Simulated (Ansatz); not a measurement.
**GaN (P6_3mc): convergence test of the k-point mesh from a Python script**

How fine a k-point mesh does GaN (P6_3mc) need? A script is to give a convergence test of the k-point mesh; the system is GaN (P6_3mc).

The COD entry's cell or inner coordinates are ideal or old and differ from later refinements, so a difference from it is no clean test against experiment.

All numbers are computed with the Python package of Ansatz 0.2.0. Level of theory: DFT PBEsol, plane waves, PAW.

## 1. Starting point

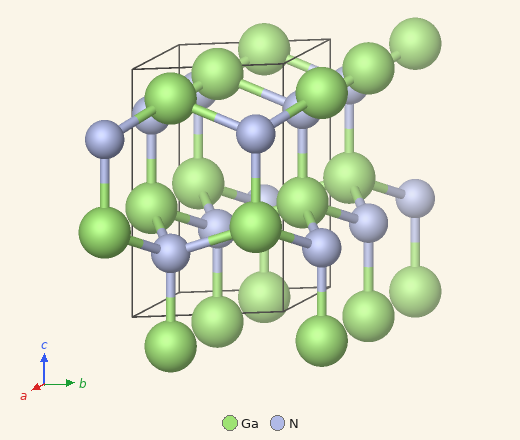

The structure that the script starts from, seen slightly off an axis (gallium green, nitrogen light blue). 3×2×1 cells are drawn. Atoms on cell faces are repeated.

No structure file is read: the coordinates are typed or built in the script.

## 2. The code

The input, kconv_gan.py:

```python
import warnings

import ansatz as az
from tabulate import tabulate


def main() -> None:
    warnings.simplefilter("ignore", az.DeckWarning)

    system = (
        az.Lattice.from_parameters(3.18, 3.18, 5.166, alpha=90, beta=90, gamma=120)
        .space_group(186)
        .atom("Ga", (1 / 3, 2 / 3, 0.0))
        .atom("N", (1 / 3, 2 / 3, 0.375))
    )

    base = system.calculation()
    base = base.functional("PBEsol").occupations(az.OccupationsMethod.FIXED)

    rows = []
    for value in [0.9, 0.7, 0.55, 0.45, 0.35]:
        summary = base.kpoints(spacing=value).run(threads=1, pin="off").report
        rows.append((value, summary["free_energy_ev"] / len(summary["lattice"]["sites"]), summary["n_iterations"], summary["n_kpoints"]))

    print(tabulate(rows, headers=["spacing (1/A)", "F/atom (eV)", "iterations", "k-points"], floatfmt=".4f", tablefmt="grid"))

    for row in rows[:-1]:
        shift = 1000 * (row[1] - rows[-1][1])
        print(f"{row[0]}: {shift:+.2f} meV/atom" + ("  (within 5 meV)" if abs(shift) < 5 else ""))


if __name__ == "__main__":
    main()
```

## 3. The calls as engine input

The engine receives this input (first run):

```yaml
crystal:
  lattice:
    a: 3.18
    b: 3.18
    c: 5.166
    alpha: 90.0
    beta: 90.0
    gamma: 120.0
  space_group: 186
  atoms:
    - { symbol: Ga, position: [0.3333333333333333, 0.6666666666666666, 0.0] }
    - { symbol: "N", position: [0.3333333333333333, 0.6666666666666666, 0.375] }
kpoints:
  mp_grid:
    kspacing: 0.9
hamiltonian:
  xc: pbesol
scf:
  occupations:
    method: fixed
```

## 4. Running it

Command:

```bash
> python kconv_gan.py
```

Standard output:

```text
+-----------------+---------------+--------------+------------+
|   spacing (1/A) |   F/atom (eV) |   iterations |   k-points |
+=================+===============+==============+============+
|          0.9000 |    -2061.3454 |            6 |          6 |
+-----------------+---------------+--------------+------------+
|          0.7000 |    -2061.4058 |            6 |          8 |
+-----------------+---------------+--------------+------------+
|          0.5500 |    -2061.4180 |            7 |         10 |
+-----------------+---------------+--------------+------------+
|          0.4500 |    -2061.4209 |            7 |         14 |
+-----------------+---------------+--------------+------------+
|          0.3500 |    -2061.4226 |            7 |         24 |
+-----------------+---------------+--------------+------------+
0.9: +77.22 meV/atom
0.7: +16.81 meV/atom
0.55: +4.62 meV/atom  (within 5 meV)
0.45: +1.66 meV/atom  (within 5 meV)
```

It took 5.5 s on 1 thread of Arm Neoverse V2, shared host; peak memory 0.36 GiB.

## 5. What changed from run to run

The engine's inputs for some of the other runs:

Run 2, against run 1:

```diff
@@ -15 +15 @@
-    kspacing: 0.9
+    kspacing: 0.7
```

Run 3, against run 1:

```diff
@@ -15 +15 @@
-    kspacing: 0.9
+    kspacing: 0.55
```

Run 4, against run 1:

```diff
@@ -15 +15 @@
-    kspacing: 0.9
+    kspacing: 0.45
```

## 6. The engine's runs

One row for each of the 5 runs:

| run | k spacing | energy from run 5 (meV/atom) | gap on the mesh (eV) | SCF cycles | CPU time (s) |
| --- | --- | --- | --- | --- | --- |
| 1 | 0.9 | 77.22 | 1.87 | 6 | 0.54 |
| 2 | 0.7 | 16.81 | 1.90 | 6 | 0.52 |
| 3 | 0.55 | 4.62 | 1.90 | 7 | 0.79 |
| 4 | 0.45 | 1.66 | 1.91 | 7 | 1 |
| 5 | 0.35 | 0.00 | 1.91 | 7 | 1.7 |

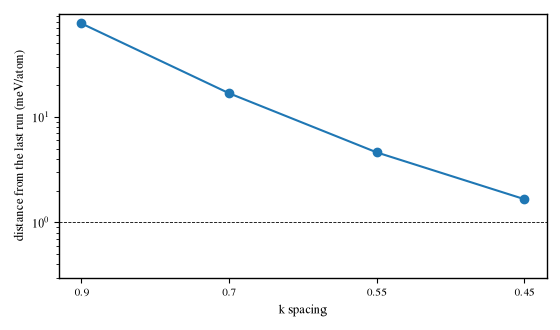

How far each run lies from the last one; the dashed line marks 1 meV/atom.

## 7. Outcome

| quantity | value |
| --- | --- |
| runs compared | 5 |
| last run but one, from the last | +1.66 meV/atom |
| within 5 meV/atom of the last run from | 0.55 |

What this shows: From a spacing of 0.55 (5×5×3) on it stays within 5 meV an atom of the value at a spacing of 0.35 (7×7×4); the first row (a spacing of 0.9 (3×3×2)) is off by 77.2 meV and the last but one by 1.66 meV. Of the deposited cell: the entry's cell lengths or inner coordinates differ somewhat from later room-temperature determinations. Shifts are counted from the finest mesh, which is itself no proven limit.
